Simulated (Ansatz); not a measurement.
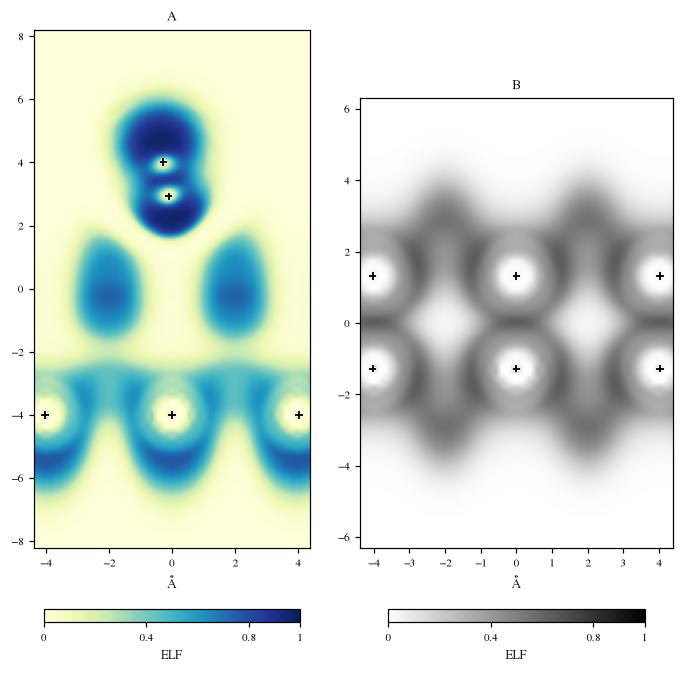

The electron localisation function of 2 systems, each on a plane through atoms (crosses mark nuclei in the plane).

Method: Ansatz 0.2.0, DFT PBE+D3(BJ), scalar-relativistic, plane waves, PAW.

System 1: Ge8N (slab), the (100) plane of the calculation cell, a cut from vacuum to vacuum. 

```cif
data_structure
_symmetry_space_group_name_H-M 'P 1'
_symmetry_Int_Tables_number 1
_cell_length_a 8.0601
_cell_length_b 8.0601
_cell_length_c 23.2132
_cell_angle_alpha 90.000
_cell_angle_beta 90.000
_cell_angle_gamma 120.000
_cell_volume 1306.02
loop_
_atom_site_label
_atom_site_type_symbol
_atom_site_fract_x
_atom_site_fract_y
_atom_site_fract_z
_atom_site_occupancy
Ge1 Ge 0.66667 0.33333 0.34463 1
Ge2 Ge 0.66667 0.83333 0.34463 1
Ge3 Ge 0.16667 0.33333 0.34463 1
Ge4 Ge 0.16667 0.83333 0.34463 1
Ge5 Ge 0.50000 0.50000 0.38007 1
Ge6 Ge 0.50000 0.00000 0.38007 1
Ge7 Ge 0.00000 0.50000 0.38007 1
Ge8 Ge 0.00000 0.00000 0.38007 1
Ge9 Ge 0.99931 0.49882 0.49206 1
Ge10 Ge 0.99924 0.99847 0.49202 1
Ge11 Ge 0.49951 0.49882 0.49206 1
Ge12 Ge 0.49921 0.99842 0.49186 1
Ge13 Ge 0.83269 0.66538 0.52589 1
Ge14 Ge 0.83242 0.16524 0.52541 1
Ge15 Ge 0.33271 0.66541 0.52563 1
Ge16 Ge 0.33282 0.16524 0.52541 1
N1 N 0.15783 0.31567 0.64346 1
N2 N 0.14424 0.28847 0.69030 1
```

System 2: Ge (slab), the (100) plane of the calculation cell, a cut from vacuum to vacuum. 

```yaml
crystal:
  lattice:
    - [8.06015, 0.00000, 0.00000]
    - [-4.03007, 6.98029, 0.00000]
    - [0.00000, 0.00000, 20.11318]
  atoms:
    - { symbol: Ge, position: [0.66667, 0.33333, 0.39775] }
    - { symbol: Ge, position: [0.66667, 0.83333, 0.39775] }
    - { symbol: Ge, position: [0.16667, 0.33333, 0.39775] }
    - { symbol: Ge, position: [0.16667, 0.83333, 0.39775] }
    - { symbol: Ge, position: [0.50000, 0.50000, 0.43865] }
    - { symbol: Ge, position: [0.50000, 0.00000, 0.43865] }
    - { symbol: Ge, position: [0.00000, 0.50000, 0.43865] }
    - { symbol: Ge, position: [0.00000, 0.00000, 0.43865] }
    - { symbol: Ge, position: [0.00000, 0.50000, 0.56752] }
    - { symbol: Ge, position: [0.00000, 0.00000, 0.56752] }
    - { symbol: Ge, position: [0.50000, 0.50000, 0.56752] }
    - { symbol: Ge, position: [0.50000, 0.00000, 0.56752] }
    - { symbol: Ge, position: [0.83333, 0.66667, 0.60625] }
    - { symbol: Ge, position: [0.83333, 0.16667, 0.60625] }
    - { symbol: Ge, position: [0.33333, 0.66667, 0.60625] }
    - { symbol: Ge, position: [0.33333, 0.16667, 0.60625] }
```

Which map belongs to which system?

Answer. Panel A is system 1, Ge8N: the plane holds Ge and N. N–N (1.10 Å): the ELF peaks at about 0.85 between the atoms. Panel B is system 2, Ge: the plane holds Ge. Ge–Ge (2.59 Å): the ELF peaks at about 0.65 between the atoms.
